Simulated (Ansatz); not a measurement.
## What a change does: geometry relaxation on CdTe

System: CdTe (F-43m, 2 atoms in the cell).
Method of the first run: DFT PBE, scalar-relativistic, plane waves, PAW, no spin polarisation (Ansatz 0.2.0).

The structure derives from a Materials Project entry. Text and figures count atoms from 1; the logs count them from 0 in places.

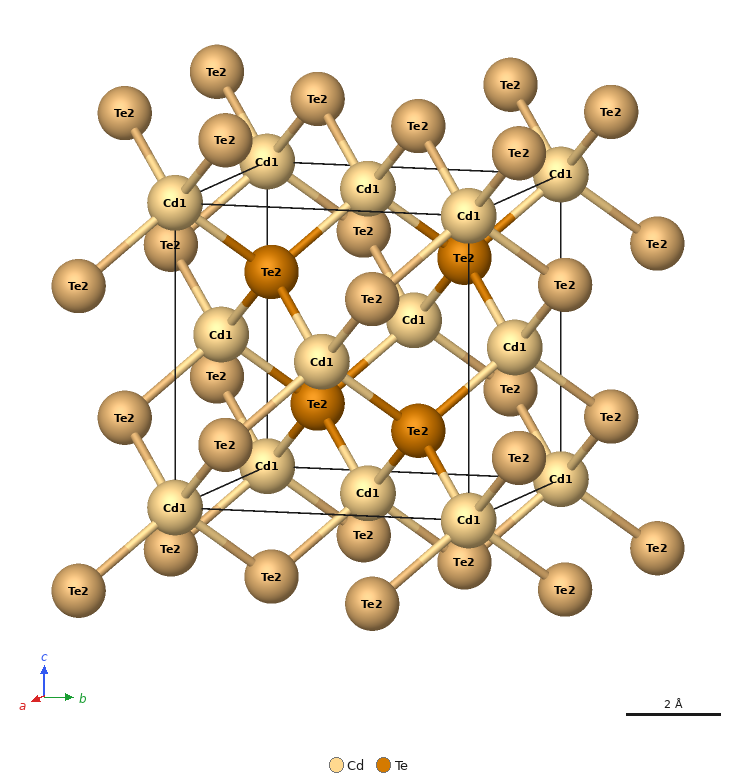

Figure 1. The input geometry (ball-and-stick view of the cell 4 times as large as that of the calculation, set on its symmetry axes, seen slightly off an axis; neighbours outside the cell are drawn fainter; atoms are numbered from 1 in the order of the input). Near neighbours in the crystal (not all of them lie inside the picture): Cd has 4 Te at 2.84 Å; Te has 4 Cd at 2.84 Å.

### The input, the first run
```yaml
crystal:
  lattice:
    - [0.0, 3.28211356, 3.28211356]
    - [3.28211356, 0.0, 3.28211356]
    - [3.28211356, 3.28211356, 0.0]
  atoms:
    - { symbol: Cd, position: [0.0, 0.0, 0.0] }
    - { symbol: Te, position: [0.75, 0.75, 0.75] }
basis:
  ecutwfc: 420
kpoints:
  mp_grid: { grid: [8, 8, 8] }
hamiltonian:
  xc: pbe
scf:
  occupations: { method: gaussian, width: 0.02 }
output:
  forces: true
  stress: true
  eigenvalues: true
  write_density: true
  write_potential: true
  elf: true
  volumetric_format: npy
relax:
  adjacent_minimum: "off"
  f_tol: 0.005
  max_steps: 80
  cell: { stress_tol: 0.05 }
```

Launched with:
```bash
ansatz run input.yaml --threads 4 --pin off --max-ram 8192MiB --backend cpu --events-out ev --progress --plain --runs-dir out
```

Hardware: 4 threads of Intel Xeon @ 2.70GHz, 189 GiB of memory available, shared host.

### Output, shortened to warnings, some set-up lines, iterations and results (the first run)
```
Basis set: ecut = 420 eV, 1411 PW (Γ), exchange–correlation on 64×64×64 points (8 copies of the dense FFT grid, shifted against one another)
Symmetry: 24 space group operations
k-points: 29 of 512 (time reversal used)
Initial density: superposition of atomic densities (neutral atoms: chi_scale 0, normalization atom), corrected by the library's trained network
[...]
SCF iter   1: F=—  HF=-15235.334477 eV  |F-HF|=—  |Δ(HF+E_count)|=         —  Δρ=1.47e-3  dr2=3.86e-3  ethr=1.77e-3  ⟨swp⟩=6.2  Hψ=3043  notcnv=0
SCF iter   2: F=—  HF=-15235.333668 eV  |F-HF|=—  |Δ(HF+E_count)|=   8.09e-4  Δρ=5.46e-4  dr2=2.19e-4  ethr=1.07e-5  ⟨swp⟩=2.7  Hψ=1282  notcnv=0
SCF iter   3: F=—  HF=-15235.333726 eV  |F-HF|=—  |Δ(HF+E_count)|=   5.81e-5  Δρ=2.04e-4  dr2=3.13e-5  ethr=6.07e-7  ⟨swp⟩=3.0  Hψ=1227  notcnv=0
SCF iter   4: F=—  HF=-15235.333757 eV  |F-HF|=—  |Δ(HF+E_count)|=   3.06e-5  Δρ=8.92e-5  dr2=8.38e-6  ethr=8.70e-8  ⟨swp⟩=2.2  Hψ=952  notcnv=0
SCF iter   5: F=—  HF=-15235.333770 eV  |F-HF|=—  |Δ(HF+E_count)|=   1.37e-5  Δρ=2.51e-5  dr2=5.52e-7  ethr=2.33e-8  ⟨swp⟩=2.0  Hψ=899  notcnv=0
[... 20 lines ...]
SCF iter   5: F=—  HF=-15235.338693 eV  |F-HF|=—  |Δ(HF+E_count)|=   7.91e-7  Δρ=8.98e-7  dr2=2.18e-10  ethr=6.28e-12  ⟨swp⟩=2.2  Hψ=1021  notcnv=0
SCF iter   6: F=—  HF=-15235.338693 eV  |F-HF|=—  |Δ(HF+E_count)|=   2.23e-8  Δρ=1.68e-7  dr2=2.36e-11  ethr=1.00e-12  ⟨swp⟩=2.0  Hψ=899  notcnv=0
SCF iter   7: F=-15235.338693 eV  HF=-15235.338693 eV  |F-HF|=3.64e-12  |Δ(HF+E_count)|=  4.00e-10  Δρ=2.58e-8  dr2=7.23e-13  ethr=1.00e-12  ⟨swp⟩=6.2  Hψ=2689  notcnv=0
SCF 4 converged in 7 iterations: F = -15235.338693 eV  dr2 = 7.23e-13
relax step   4: F+E_penalty+E_count = -15235.33869301 eV  Δ(F+E_penalty+E_count) = -3.704e-4 eV  max|allowed force component| = 3.238e-17 eV/Å  Δτ_max = 0.0000 Å  P = -0.015 …
basis re-selected at this cell: Δ(F+E_penalty+E_count) = -3.704e-4 eV, ΔP = -0.002 GPa vs the last step (what re-selecting the basis moved, of the pressure what is left beyond the Pulay correction that the steps carried, after the strain that the cell walked since its last selection, with what the …
SCF converged after 7 iterations
Free energy (F): -15235.338693 eV
Harris-Foulkes:  -15235.338693 eV  (|F-HF|=3.64e-12)
Internal energy: -15235.338693 eV  (E = F + TS)
E sigma→0 (E₀):  -15235.338693 eV
Fermi energy:    6.888134 eV
--- Per-component energies (eV) ---
  E_band       = -815.319574
  E_kinetic    = 684.544702
  E_local      = -5556.605252  (includes V_loc(G=0)·N_el)
  E_nonlocal   = -276.744589
  E_hartree    = 2789.682109
  E_xc         = -300.454994
  E_vxc        = -324.980601  (∫ρ·V_xc dr)
  E_paw        = -8746.041096  (= ΣΔE_a)
  E_vpaw       = -920.897840  (= ΣTr[D̂ρ^β])
  E_aug_tail   = -0.000160  (compensation charges beyond the density's cutoff)
  E_ewald      = -3829.719413
  E_smearing   = -0.000000  (= −TS)
  E_closure    = 0.000000  (closes the sum)
  Σ components = -15235.338693   (vs F -15235.338693, Δ=0.00e0)
--- Forces (eV/Å), atoms counted from 1 ---
  atom   1  Cd     0.00000000     0.00000000     0.00000000
  atom   2  Te     0.00000000    -0.00000000    -0.00000000
  max |Σ_I F_I| component: 4.11e-17 eV/Å
--- Stress (GPa, compression-positive) ---
       -0.015347      -0.000000      -0.000000
       -0.000000      -0.015347       0.000000
       -0.000000       0.000000      -0.015347
  P = ⅓ Tr σ = -0.0153 GPa (-0.153 kbar)
--- Relaxed structure (3 steps of the walk, 3 accepted, 1 SCFs on fresh bases) ---
  F+E_penalty+E_count = -15235.33869301 eV   max|allowed force component| = 3.238e-17 eV/Å   (the final SCF, on the basis selected at the relaxed cell)
  cell:  # Å, volume = 72.5051 Å³
    - [3.668667863684825e-33, 3.3096311560643326, 3.3096311560643326]
    - [3.3096311560643326, 6.318261320790531e-33, 3.3096311560643326]
    - [3.3096311560643326, 3.3096311560643326, 7.337335727369648e-33]
  atoms:
    - { symbol: Cd, position: [1.418089476141045e-33, -1.418089476141045e-33, -1.2811704922377717e-33] }
    - { symbol: Te, position: [0.7500000000000001, 0.7500000000000001, 0.7500000000000001] }
```

For the second run the input was changed thus:
```diff
-  ecutwfc: 420
+  ecutwfc: "51.4 Ry"
-  write_density: true
-  write_potential: true
-  elf: true
-  volumetric_format: npy
```

Predict how the results change.

The free energy of the second run is 1.7 meV per atom lower, which measures how much it depends on this numerical setting. More plane waves can only lower the energy of a fixed Hamiltonian, so the higher cutoff gives the lower value. The SCF takes 20 iterations over all geometry steps against 22.

### Output, shortened to warnings, some set-up lines, iterations and results (the second run)
```
Basis set: ecut = 699.3326265218916 eV, 2975 PW (Γ), exchange–correlation on 90×90×90 points (8 copies of the dense FFT grid, shifted against one another)
Symmetry: 24 space group operations
k-points: 29 of 512 (time reversal used)
Initial density: superposition of atomic densities (neutral atoms: chi_scale 0, normalization atom), corrected by the library's trained network
[...]
SCF iter   1: F=—  HF=-15235.337872 eV  |F-HF|=—  |Δ(HF+E_count)|=         —  Δρ=1.48e-3  dr2=3.84e-3  ethr=1.77e-3  ⟨swp⟩=6.4  Hψ=3087  notcnv=0
SCF iter   2: F=—  HF=-15235.336971 eV  |F-HF|=—  |Δ(HF+E_count)|=   9.01e-4  Δρ=5.46e-4  dr2=1.86e-4  ethr=1.07e-5  ⟨swp⟩=3.0  Hψ=1337  notcnv=0
SCF iter   3: F=—  HF=-15235.337046 eV  |F-HF|=—  |Δ(HF+E_count)|=   7.45e-5  Δρ=2.16e-4  dr2=3.21e-5  ethr=5.17e-7  ⟨swp⟩=2.0  Hψ=1206  notcnv=0
SCF iter   4: F=—  HF=-15235.337110 eV  |F-HF|=—  |Δ(HF+E_count)|=   6.41e-5  Δρ=8.61e-5  dr2=5.22e-6  ethr=8.93e-8  ⟨swp⟩=2.0  Hψ=884  notcnv=0
SCF iter   5: F=—  HF=-15235.337123 eV  |F-HF|=—  |Δ(HF+E_count)|=   1.36e-5  Δρ=2.05e-5  dr2=2.45e-7  ethr=1.45e-8  ⟨swp⟩=2.0  Hψ=899  notcnv=0
[... 18 lines ...]
SCF iter   3: F=—  HF=-15235.342009 eV  |F-HF|=—  |Δ(HF+E_count)|=   3.88e-5  Δρ=6.79e-6  dr2=2.36e-9  ethr=2.69e-11  ⟨swp⟩=2.0  Hψ=899  notcnv=0
SCF iter   4: F=—  HF=-15235.342011 eV  |F-HF|=—  |Δ(HF+E_count)|=   2.32e-6  Δρ=3.87e-7  dr2=6.81e-11  ethr=6.56e-12  ⟨swp⟩=2.0  Hψ=884  notcnv=0
SCF iter   5: F=-15235.342011 eV  HF=-15235.342011 eV  |F-HF|=9.26e-10  |Δ(HF+E_count)|=   1.40e-9  Δρ=1.49e-7  dr2=3.48e-12  ethr=1.00e-12  ⟨swp⟩=6.5  Hψ=3064  notcnv=0
SCF 4 converged in 5 iterations: F = -15235.342011 eV  dr2 = 3.48e-12
relax step   4: F+E_penalty+E_count = -15235.34201115 eV  Δ(F+E_penalty+E_count) = -4.137e-6 eV  max|allowed force component| = 3.325e-17 eV/Å  Δτ_max = 0.0000 Å  P = -0.013 …
basis re-selected at this cell: Δ(F+E_penalty+E_count) = -4.137e-6 eV, ΔP = -0.000 GPa vs the last step (what re-selecting the basis moved, of the pressure what is left beyond the Pulay correction that the steps carried, after the strain that the cell walked since its last selection, with what the …
SCF converged after 5 iterations
Free energy (F): -15235.342011 eV
Harris-Foulkes:  -15235.342011 eV  (|F-HF|=9.26e-10)
Internal energy: -15235.342011 eV  (E = F + TS)
E sigma→0 (E₀):  -15235.342011 eV
Fermi energy:    6.890389 eV
--- Per-component energies (eV) ---
  E_band       = -815.320295
  E_kinetic    = 684.740003
  E_local      = -5556.311085  (includes V_loc(G=0)·N_el)
  E_nonlocal   = -276.852233
  E_hartree    = 2789.578156
  E_xc         = -300.486393
  E_vxc        = -325.020288  (∫ρ·V_xc dr)
  E_paw        = -8746.082218  (= ΣΔE_a)
  E_vpaw       = -921.032932  (= ΣTr[D̂ρ^β])
  E_aug_tail   = 0.000047  (compensation charges beyond the density's cutoff)
  E_ewald      = -3829.928288
  E_smearing   = -0.000000  (= −TS)
  E_closure    = -0.000000  (closes the sum)
  Σ components = -15235.342011   (vs F -15235.342011, Δ=0.00e0)
--- Forces (eV/Å), atoms counted from 1 ---
  atom   1  Cd    -0.00000000     0.00000000     0.00000000
  atom   2  Te    -0.00000000    -0.00000000    -0.00000000
  max |Σ_I F_I| component: 3.99e-17 eV/Å
--- Stress (GPa, compression-positive) ---
       -0.012851      -0.000000      -0.000000
       -0.000000      -0.012851       0.000000
       -0.000000       0.000000      -0.012851
  P = ⅓ Tr σ = -0.0129 GPa (-0.129 kbar)
--- Relaxed structure (3 steps of the walk, 3 accepted, 1 SCFs on fresh bases) ---
  F+E_penalty+E_count = -15235.34201115 eV   max|allowed force component| = 3.325e-17 eV/Å   (the final SCF, on the basis selected at the relaxed cell)
  cell:  # Å, volume = 72.4933 Å³
    - [1.2961352608678156e-33, 3.309450657539318, 3.309450657539318]
    - [3.309450657539318, 6.388322686242846e-33, 3.309450657539318]
    - [3.309450657539318, 3.309450657539318, 6.929705964738002e-33]
  atoms:
    - { symbol: Cd, position: [1.0220024155637185e-33, -6.699250283838729e-34, -1.4034195850085513e-33] }
    - { symbol: Te, position: [0.7500000000000002, 0.7500000000000002, 0.7500000000000002] }
```

### The two runs side by side

```csv
quantity,the first run,the second run
outcome,converged,converged
free energy per atom (eV),−7617.6693,−7617.6710
gap on the mesh (eV),0.58,0.58
pressure (GPa),−0.02,−0.01
volume per atom (Å³),36.25,36.25
largest force (eV/Å),0.000,0.000
SCF iterations,22,20
irreducible k-points,29,29
wall time (shared host),12 s,12 s
```
